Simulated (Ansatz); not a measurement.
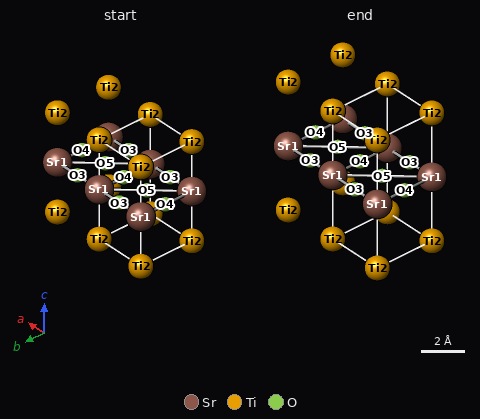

The structure of a crystal of SrTiO₃ (a generated structure, set up in P-62m) (coarse preliminary run) before (left) and after (right) a relaxation, at one scale.

A ball-and-stick model of the cell of the calculation, repeated 2 × 1 × 1 with one cell outlined, seen from a free direction.

The calculation used DFT PBE, scalar-relativistic, plane waves, PAW in Ansatz.

The input:
```yaml
crystal:
  lattice:
    - [4.41643418, 0.0, 0.0]
    - [-2.20821709, 3.82474419, 0.0]
    - [0.0, 0.0, 4.99427447]
  atoms:
    - { symbol: Sr, position: [0.0, 0.0, 0.5] }
    - { symbol: Ti, position: [0.0, 0.0, 0.0], spin: 1.0 }
    - { symbol: O, position: [0.51743972, 0.0, 0.5] }
    - { symbol: O, position: [0.0, 0.51743972, 0.5] }
    - { symbol: O, position: [0.48256028, 0.48256028, 0.5] }
basis:
  ecutwfc: 420
kpoints:
  mp_grid: { grid: [6, 6, 4] }
hamiltonian:
  xc: pbe
scf:
  occupations: { method: gaussian, width: 0.1 }
  lower_state_search: "off"
output:
  forces: true
  stress: true
  eigenvalues: true
  populations: true
magnetization:
  spin_polarized: true
relax:
  adjacent_minimum: "off"
  f_tol: 0.04
  max_steps: 70
  cell: { stress_tol: 0.4 }
```

Command:
```bash
ansatz run input.yaml --threads 1 --pin off --max-ram 2560MiB --backend cpu --events-out ev --progress --plain --runs-dir out
```

**What changed between the two?**

The largest moves relative to the cell, 0.082 Å, are those of O3, O4 and O5. O4 goes along −b. Ti and Sr stay in place. The volume changes by +47.3 %, with a = b 4.416 → 4.721 Å (+6.9 %), c 4.994 → 6.436 Å (+28.9 %). Some distances before and after: Sr1–Ti2 2.497 → 3.218 Å, Sr1–O3 2.131 → 2.361 Å, Sr1–O3 (another image) 2.285 → 2.361 Å. The space group (tolerance 0.01 Å) goes from P-62m (No. 189) to P6/mmm (No. 191). Over 10 accepted moves (13 points after the start) the energy falls by 1.505 eV per cell of the calculation. The largest force component goes from 1.6 to under 0.0001 eV/Å. Pressure: 17.97 GPa at the start and 0.07 GPa at the end. The SCF was repeated 3 times at an unchanged geometry on a basis and grid sized afresh for the cell, which shifted the energy by 0.226 eV per cell of the calculation at most.
